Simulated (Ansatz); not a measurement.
# Single-point calculation of Mg

System: Mg (2 atoms in the cell).
Method: DFT r2SCAN, scalar-relativistic, plane waves, PAW, no spin polarisation (Ansatz 0.2.0).

The structure derives from an entry of the Crystallography Open Database. It belongs to a series of runs on one base structure; here: band edges of the strained film's bulk.

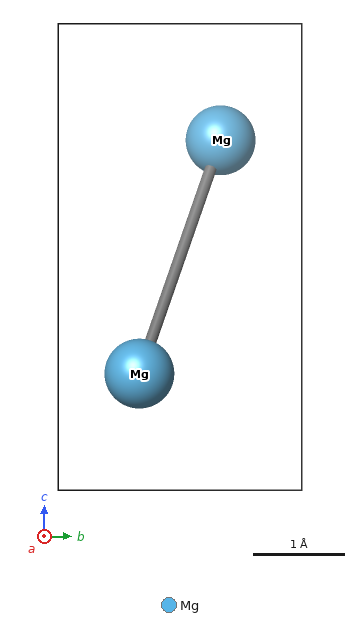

**Figure 1.** The structure as given in the input (ball-and-stick view of the cell of the calculation, along the a axis). An atom can appear more than once, as a periodic image. Near neighbours in the periodic cell (some may lie outside the picture): Mg has 12 Mg at 3.11 to 3.14 Å.

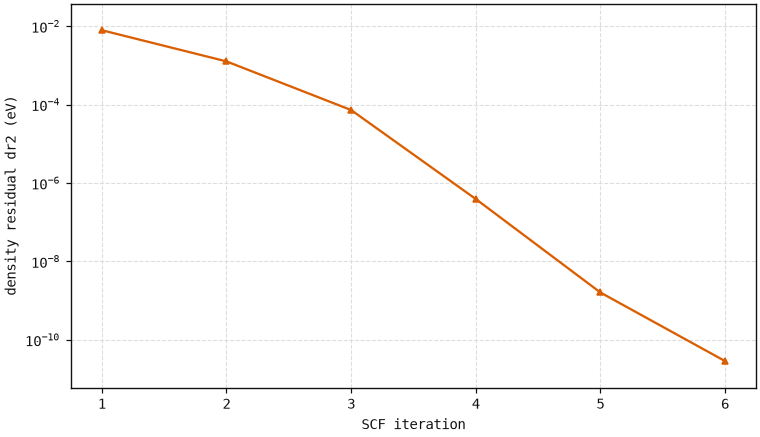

**Figure 2.** Convergence of the self-consistent field: density residual dr2 against the SCF iteration. The residual falls at every step.

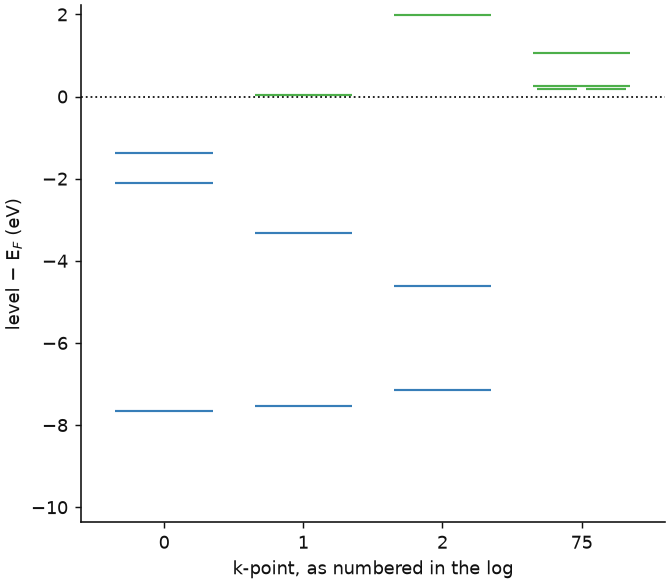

**Figure 3.** Kohn–Sham levels near the Fermi level (dotted) at the few k-points that the log prints; levels within 0.02 eV of each other stand side by side. The system is metallic on the full mesh.

The input that produced these results follows, with the program's output.

Input file:
```yaml
crystal:
  lattice:
    - [3.1066653474, 0.0, 0.0]
    - [-1.5533326737, 2.6904511119, 0.0]
    - [0.0, 0.0, 5.1532849037]
  atoms:
    - { symbol: Mg, position: [0.6666666667, 0.3333333333, 0.25] }
    - { symbol: Mg, position: [0.3333333333, 0.6666666667, 0.75] }
basis:
  ecutwfc: 500
kpoints:
  mp_grid: { grid: [12, 12, 7] }
hamiltonian:
  xc: r2scan
scf:
  occupations: { method: gaussian, width: 0.1 }
output:
  forces: true
  stress: true
  eigenvalues: true
```

Run as:
```bash
ansatz run input.yaml --threads 4 --pin off --max-ram 10240MiB --backend cpu --events-out ev --progress --plain --runs-dir out
```

What the program printed:
```
Engine: ansatz 0.2.0, x86_64-unknown-linux-gnu
Pseudopotentials: kind: paw
Pseudopotential: Mg, paw, valence charge 10, recommended cutoff 500 eV (meta_gga), Mg.paw.azcp
Functional definition: r2SCAN
  parameter k0 = 0.174
  parameter k1 = 0.065
  parameter a1 = 4.9479
  exchange = r2scan_x(k0 = k0, k1 = k1, a1 = a1)
  correlation = r2scan_c
Crystal: 2 atoms, lattice volume = 43.073 Å³
Basis set: ecut = 500 eV, 1099 PW (Γ), exchange–correlation on 96×96×160 points (64 copies of the dense FFT grid, shifted against one another)
Bands: 14, of which v1, the nominal top of the filled ones, is band 10 counted from 1 (9 counted from 0)
Symmetry: 24 space group operations
Space group: P63/mmc (ITA 194), of the structure as read, at distance tolerance 3.5e-5 Å
k-points: 76 of 1008
Non-local potential: Mg, projectors of the file, l = 0: 3, l = 1: 2, l = 2: 1
PAW form: soft (Blöchl's): semilocal exchange-correlation on the pseudo side does not see the compensation charge
PAW frozen core: Mg, regenerated for the run's functional (the file was generated under x = pbe(κ = 0.804, μ = 0.2195149727645171), c = pbe(β = 0.06672455060314922))
PAW one-centre angular grid: Mg, 302 points (default); XC on 224 Gauss nodes
Initial density: superposition of atomic densities (neutral atoms: chi_scale 0, normalization atom), corrected by the library's trained network
Initial wavefunctions: pseudopotential atomic-orbital guess
Functional: x = r2scan, c = r2scan; τ floored in thin density (d = 2e-4 eV/Å³)
SCF iter   1: F=—  HF=-3852.787161 eV  |F-HF|=—  |Δ(HF+E_count)|=         —  Δρ=7.59e-3  dr2=7.93e-3  dr2_τ=7.97e-4  ethr=1.77e-3  ⟨swp⟩=5.0  Hψ=5749  notcnv=0
preconditioner: auto → none  [insulator: Δε(μ)=0.096 eV  Ē_g=7.706 eV  σ=0.100 eV  W_gap=0.50  n_scr=8 (ndim 8)  ℏωp=11.3 eV  f_vac=0.000  D(μ)=0.67/eV (n_scr^D=2)  ε∞_Penn≈3.2]
SCF iter   2: F=—  HF=-3852.796155 eV  |F-HF|=—  |Δ(HF+E_count)|=   8.99e-3  Δρ=2.50e-3  dr2=1.27e-3  dr2_τ=3.91e-5  ethr=3.96e-5  ⟨swp⟩=2.0  Hψ=2734  notcnv=0  defer=2
SCF iter   3: F=—  HF=-3852.796619 eV  |F-HF|=—  |Δ(HF+E_count)|=   4.64e-4  Δρ=4.57e-4  dr2=7.29e-5  dr2_τ=1.81e-6  ethr=6.36e-6  ⟨swp⟩=2.0  Hψ=1827  notcnv=0  defer=2
SCF iter   4: F=—  HF=-3852.796648 eV  |F-HF|=—  |Δ(HF+E_count)|=   2.96e-5  Δρ=3.28e-5  dr2=3.91e-7  dr2_τ=7.85e-9  ethr=3.64e-7  ⟨swp⟩=1.1  Hψ=1169  notcnv=0  defer=2
iter 5 did not close the SCF: its close was put off for the readings that it lacked (scf_convergence_deferred on its scf_iter line)
SCF iter   5: F=-3852.796649 eV  HF=-3852.796649 eV  |F-HF|=5.28e-9  |Δ(HF+E_count)|=   3.62e-7  Δρ=3.69e-6  dr2=1.61e-9  dr2_τ=6.52e-10  ethr=1.95e-9  ⟨swp⟩=2.1  Hψ=1770  notcnv=0  defer=2
SCF iter   6: F=-3852.796649 eV  HF=-3852.796649 eV  |F-HF|=7.73e-12  |Δ(HF+E_count)|=   5.82e-9  Δρ=3.72e-7  dr2=2.86e-11  dr2_τ=4.99e-12  ethr=8.04e-12  ⟨swp⟩=1.7  Hψ=3278  notcnv=0
SCF 1 converged in 6 iterations: F = -3852.796649 eV  dr2 = 2.86e-11
  greatest PAW one-centre occupation: 1.000 electrons in one spin orbital (limit 2), on the Mg atom at site 1 (counted from 0), in its partial waves of l = 0
SCF converged after 6 iterations
Free energy (F): -3852.796649 eV
Harris-Foulkes:  -3852.796649 eV  (|F-HF|=7.73e-12)
Internal energy: -3852.793441 eV  (E = F + TS)
E sigma→0 (E₀):  -3852.795045 eV
Entropy (-TS):   -0.003207 eV (-1.604 meV/atom)
Fermi energy:    6.174760 eV
--- Per-component energies (eV) ---
  E_band       = -731.562846
  E_kinetic    = 149.460263
  E_local      = -3192.941445  (includes V_loc(G=0)·N_el)
  E_nonlocal   = 191.726525
  E_hartree    = 1139.244621
  E_xc         = -53.272333
  E_vxc        = -77.292788  (∫ρ·V_xc dr)
  E_paw        = -592.200884  (= ΣΔE_a)
  E_vpaw       = -86.011470  (= ΣTr[D̂ρ^β])
  E_aug_tail   = -0.000003  (compensation charges beyond the density's cutoff)
  E_vtau       = 5.006918  (kinetic-family band-sum trace: ∫τ·v_τ [+ j·A + Jᵃ·Aᵃ] dr)
  E_ewald      = -1494.757769
  E_core_change = -0.052416  (= ΣΔE_core)
  E_smearing   = -0.003207  (= −TS)
  E_closure    = -0.000000  (closes the sum)
  Σ components = -3852.796649   (vs F -3852.796649, Δ=0.00e0)
--- Forces (eV/Å), atoms counted from 1 ---
  atom   1  Mg    -0.00000000     0.00000000     0.00000000
  atom   2  Mg    -0.00000000     0.00000000     0.00000000
  max |Σ_I F_I| component: 9.25e-18 eV/Å
--- Stress (GPa, compression-positive) ---
        3.072987       0.000000       0.000000
        0.000000       3.072987       0.000000
        0.000000       0.000000      -0.039379
  P = ⅓ Tr σ = 2.0355 GPa (20.355 kbar)
--- Band table (eV; the first three rows and the last of 76) ---
  k-point 0: bands = ["-72.6924", "-72.6887", "-37.8129", "-37.7726", "-37.7726", "-37.7712", "-37.7669", "-37.7669", "-1.4728", "4.0685", "4.8067", "18.5056", "18.5056", "18.8795"]
  k-point 1: bands = ["-72.6923", "-72.6889", "-37.8109", "-37.7733", "-37.7723", "-37.7723", "-37.7672", "-37.7672", "-1.3489", "2.8630", "6.2242", "17.5574", "18.5926", "18.5926"]
  k-point 2: bands = ["-72.6917", "-72.6894", "-37.8051", "-37.7791", "-37.7715", "-37.7715", "-37.7680", "-37.7680", "-0.9782", "1.5688", "8.1543", "15.0916", "18.8349", "18.8349"]
  k-point 75: bands = ["-72.6872", "-72.6872", "-37.8025", "-37.8025", "-37.7956", "-37.7930", "-37.7787", "-37.7787", "6.3613", "6.3613", "6.4362", "7.2394", "8.4448", "8.4448"]
```

Key numbers:

- outcome: converged
- space group (tolerance 0.01 Å): P6₃/mmc (194)
- electrons treated: 20
- free energy: −3852.7966 eV
- Fermi energy: 6.175 eV
- gap on the k-point mesh: none (metallic)
- pressure: 2.04 GPa
- largest force (length of the vector): under 0.001 eV/Å
- hardware: 4 threads of Intel Xeon (Sapphire Rapids), 32 GiB of memory available, shared host
- wall time: 0.92 s (CPU time 3 s)
- peak memory: 0.45 GiB
